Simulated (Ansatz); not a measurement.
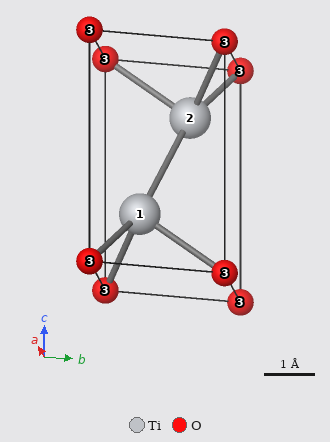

The input geometry (ball-and-stick view of the cell of the calculation, seen at an oblique angle; atoms are numbered from 1 in the order of the input). An atom can appear more than once, as a periodic image.

## Run report: Ti$_{2}$O, single-point calculation

System: Ti$_{2}$O (P-3m1, 3 atoms in the cell).
Method: DFT PBEsol, scalar-relativistic, plane waves, PAW, no spin polarisation (Ansatz 0.2.0).

The structure derives from an entry of the Crystallography Open Database. It belongs to a series of runs on one base structure; here: the same crystal in its conventional cell. Figures and captions count atoms from 1; the log counts them from 0 in places.

### The input
```yaml
crystal:
  lattice:
    - [2.9529519781, 0.0, 0.0]
    - [-1.476475989, 2.5573314292, 0.0]
    - [0.0, 0.0, 4.7237336599]
  atoms:
    - { symbol: Ti, position: [0.6666666667, 0.3333333333, 0.2626749712] }
    - { symbol: Ti, position: [0.3333333333, 0.6666666667, 0.7373250288] }
    - { symbol: O, position: [0.0, 0.0, 0.0] }
basis:
  ecutwfc: 420
kpoints:
  mp_grid: { grid: [24, 24, 12] }
hamiltonian:
  xc: pbesol
scf:
  occupations: { method: gaussian, width: 0.1 }
output:
  forces: true
  stress: true
  eigenvalues: true
```

Machine: 1 thread of AMD EPYC (Zen 3), 192 GiB of memory available, shared host.

Launch command:
```bash
ansatz run input.yaml --threads 1 --pin off --max-ram 2560MiB --backend cpu --events-out ev --progress --plain --runs-dir out
```

### The program's output
```
Engine: ansatz 0.2.0, x86_64-unknown-linux-gnu
Pseudopotentials: kind: paw
Pseudopotential: Ti, paw, valence charge 12, recommended cutoff 420 eV (normal), Ti.paw.azcp
Pseudopotential: O, paw, valence charge 6, recommended cutoff 420 eV (normal), O.paw.azcp
Functional definition: PBEsol
  exchange = pbesol_x
  correlation = pbesol_c
Crystal: 3 atoms, lattice volume = 35.672 Å³
Basis set: ecut = 420 eV, 687 PW (Γ), exchange–correlation on 40×40×64 points (8 copies of the dense FFT grid, shifted against one another)
Bands: 19, of which v1, the nominal top of the filled ones, is band 15 counted from 1 (14 counted from 0)
Symmetry: 12 space group operations
Space group: P-3m1 (ITA 164), of the structure as read, at distance tolerance 3.3e-5 Å
k-points: 667 of 6912
Non-local potential: Ti, projectors of the file, l = 0: 3, l = 1: 2, l = 2: 3, l = 3: 1
Non-local potential: O, projectors of the file, l = 0: 2, l = 1: 2, l = 2: 1
PAW form: soft (Blöchl's): semilocal exchange-correlation on the pseudo side does not see the compensation charge
PAW frozen core: Ti, regenerated for the run's functional, and the local potential with it (the file was generated under x = pbe(κ = 0.804, μ = 0.2195149727645171), c = pbe(β = 0.06672455060314922))
PAW frozen core: O, regenerated for the run's functional, and the local potential with it (the file was generated under x = pbe(κ = 0.804, μ = 0.2195149727645171), c = pbe(β = 0.06672455060314922))
PAW one-centre angular grid: Ti, 590 points (default); XC on 64 Gauss nodes
PAW one-centre angular grid: O, 110 points (default); XC on 64 Gauss nodes
Initial density: superposition of atomic densities (neutral atoms: chi_scale 0, normalization atom), corrected by the library's trained network
Initial wavefunctions: pseudopotential atomic-orbital guess
Functional: x = pbesol(κ = 0.804, μ = 0.12345679012345678), c = pbesol(β = 0.046)
SCF iter   1: F=—  HF=-5511.838557 eV  |F-HF|=—  |Δ(HF+E_count)|=         —  Δρ=1.35e-2  dr2=5.50e-2  ethr=1.77e-3  ⟨swp⟩=4.2  Hψ=47895  notcnv=0
preconditioner: auto → none  [metal: Δε(μ)=0.003 eV  Ē_g=8.208 eV  σ=0.100 eV  W_gap=0.02  n_scr=8 (ndim 8)  ℏωp=23.3 eV  f_vac=0.000  D(μ)=1.03/eV (n_scr^D=2)  sad-step TF]
SCF iter   2: F=—  HF=-5511.827985 eV  |F-HF|=—  |Δ(HF+E_count)|=   1.06e-2  Δρ=6.15e-3  dr2=1.51e-2  ethr=1.83e-4  ⟨swp⟩=2.0  Hψ=20575  notcnv=0
SCF iter   3: F=—  HF=-5511.824896 eV  |F-HF|=—  |Δ(HF+E_count)|=   3.09e-3  Δρ=1.16e-3  dr2=7.77e-4  ethr=5.04e-5  ⟨swp⟩=2.0  Hψ=16685  notcnv=0
SCF iter   4: F=—  HF=-5511.824710 eV  |F-HF|=—  |Δ(HF+E_count)|=   1.86e-4  Δρ=3.73e-4  dr2=4.78e-5  ethr=2.59e-6  ⟨swp⟩=2.0  Hψ=20216  notcnv=0
SCF iter   5: F=—  HF=-5511.824679 eV  |F-HF|=—  |Δ(HF+E_count)|=   3.18e-5  Δρ=1.38e-4  dr2=5.92e-6  ethr=1.59e-7  ⟨swp⟩=2.0  Hψ=19292  notcnv=0
SCF iter   6: F=—  HF=-5511.824678 eV  |F-HF|=—  |Δ(HF+E_count)|=   8.16e-7  Δρ=2.77e-5  dr2=1.06e-7  ethr=1.97e-8  ⟨swp⟩=2.5  Hψ=19490  notcnv=0
SCF iter   7: F=-5511.824678 eV  HF=-5511.824678 eV  |F-HF|=2.33e-9  |Δ(HF+E_count)|=   1.14e-7  Δρ=4.39e-6  dr2=3.58e-9  ethr=3.33e-10  ⟨swp⟩=5.0  Hψ=46700  notcnv=0
the search or the solves at the SCF's close seem to have found levels that the self-consistency loop had missed (the run counts 1). By its estimate they hold under 1e-12 electrons; where the run keeps them, the occupations were computed again with them
SCF 1 converged in 7 iterations: F = -5511.824678 eV  dr2 = 3.58e-9
  greatest PAW one-centre occupation: 0.999 electrons in one spin orbital (limit 2), on the Ti atom at site 1 (counted from 0), in its partial waves of l = 0
SCF converged after 7 iterations
Free energy (F): -5511.824678 eV
Harris-Foulkes:  -5511.824678 eV  (|F-HF|=2.33e-9)
Internal energy: -5511.819427 eV  (E = F + TS)
E sigma→0 (E₀):  -5511.822052 eV
Entropy (-TS):   -0.005251 eV (-1.750 meV/atom)
Fermi energy:    15.554001 eV
--- Per-component energies (eV) ---
  E_band       = -253.218716
  E_kinetic    = 723.924183
  E_local      = -1749.104576  (includes V_loc(G=0)·N_el)
  E_nonlocal   = 65.874886
  E_hartree    = 710.995246
  E_xc         = -268.598432
  E_vxc        = -339.734579  (∫ρ·V_xc dr)
  E_paw        = -2197.171260  (= ΣΔE_a)
  E_vpaw       = -376.169999  (= ΣTr[D̂ρ^β])
  E_aug_tail   = 0.002585  (compensation charges beyond the density's cutoff)
  E_ewald      = -2798.056115
  E_core_change = 0.314057  (= ΣΔE_core)
  E_smearing   = -0.005251  (= −TS)
  E_closure    = -0.000000  (closes the sum)
  Σ components = -5511.824678   (vs F -5511.824678, Δ=0.00e0)
--- Forces (eV/Å), atoms counted from 1 ---
  atom   1  Ti    -0.00000000     0.00000000     0.00729519
  atom   2  Ti     0.00000000    -0.00000000    -0.00729519
  atom   3  O      0.00000000    -0.00000000     0.00000000
  max |Σ_I F_I| component: 3.47e-18 eV/Å
--- Stress (GPa, compression-positive) ---
        0.011942      -0.000000       0.000000
       -0.000000       0.011942      -0.000000
        0.000000      -0.000000      -0.009536
  P = ⅓ Tr σ = 0.0048 GPa (0.048 kbar)
--- Band table (eV; the first three rows and the last of 667) ---
  k-point 0: bands = ["-41.3741", "-41.2352", "-18.1767", "-17.4811", "-17.4811", "-17.3914", "-17.3914", "-17.3647", "-5.6692", "7.6528", "9.1923", "9.1923", "11.9014", "15.5408", "15.7486", "16.1258", "16.1258", "16.5960", "16.5960"]
  k-point 1: bands = ["-41.3719", "-41.2374", "-18.1637", "-17.4799", "-17.4799", "-17.3926", "-17.3926", "-17.3795", "-5.6649", "7.6233", "9.1877", "9.1877", "11.9841", "15.3541", "15.9384", "16.0975", "16.0975", "16.5413", "16.5413"]
  k-point 2: bands = ["-41.3655", "-41.2440", "-18.1254", "-17.4764", "-17.4764", "-17.4225", "-17.3962", "-17.3962", "-5.6530", "7.5465", "9.1754", "9.1754", "12.2190", "15.1000", "15.9919", "15.9919", "16.1956", "16.6051", "16.6051"]
  k-point 666: bands = ["-41.2197", "-41.2197", "-17.9309", "-17.9309", "-17.8558", "-17.8163", "-17.4720", "-17.4720", "-5.1887", "7.7081", "7.7081", "8.4915", "14.2900", "14.8182", "14.8182", "16.6355", "16.6355", "16.8773", "18.4743"]
```

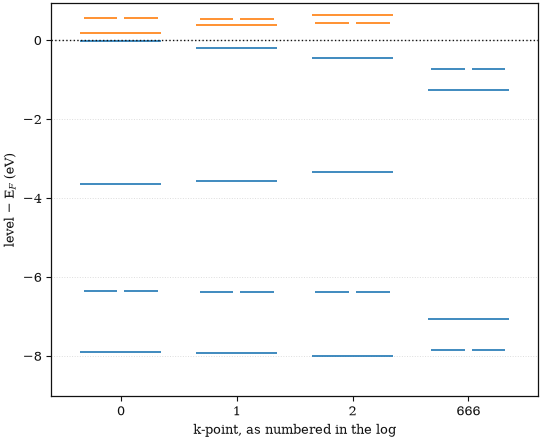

Kohn–Sham levels near the Fermi level (dotted) at the few k-points that the log prints; levels within 0.02 eV of each other stand side by side. The system is metallic on the full mesh.

### Results in brief

```tsv
quantity	value
outcome	converged
space group (tolerance 0.01 Å)	P-3m1 (164)
electrons treated	30
free energy	−5511.8247 eV
Fermi energy	15.554 eV
gap on the k-point mesh	none (metallic)
pressure	0.00 GPa
largest force (length of the vector)	0.007 eV/Å
wall time	30 s
peak memory	0.68 GiB
```
